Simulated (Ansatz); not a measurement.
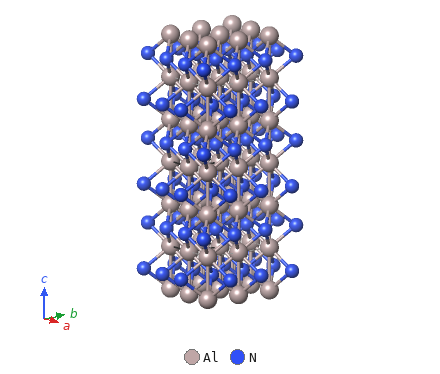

AlN (space group P6_3/mmc, No. 194): the geometry relaxed with Ansatz 0.2.0, DFT, LDA, plane waves, PAW; the starting structure was generated, so it need not be a known form of this composition.

Bonds are taken as Al–Al below 2.6 Å and Al–N below 2.3 Å; no other contact counts. The graph is simplified in the usual way: terminal and isolated atoms are pruned, two-connected atoms become edges.

What kind of net remains, and which atoms are its nodes?

Answer. A binodal (6,8)-connected, three-periodic net: N is a 6-connected node; Al is an 8-connected node, in the ratio 1:1.

Is the net interpenetrated?

Answer. It is a single net, without interpenetration.

Give the point symbol of each node (shortest cycle at each angle).

Answer. N: 3^3.4^6.5^6; Al: 3^6.4^12.5^6.6^4.

How many nodes does the smallest cycle have?

Answer. Three.

The simplified net, drawn on the atoms' positions. Nodes are coloured by element. Edges to nodes outside the piece are drawn as stubs.

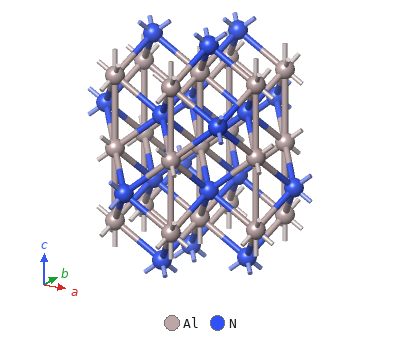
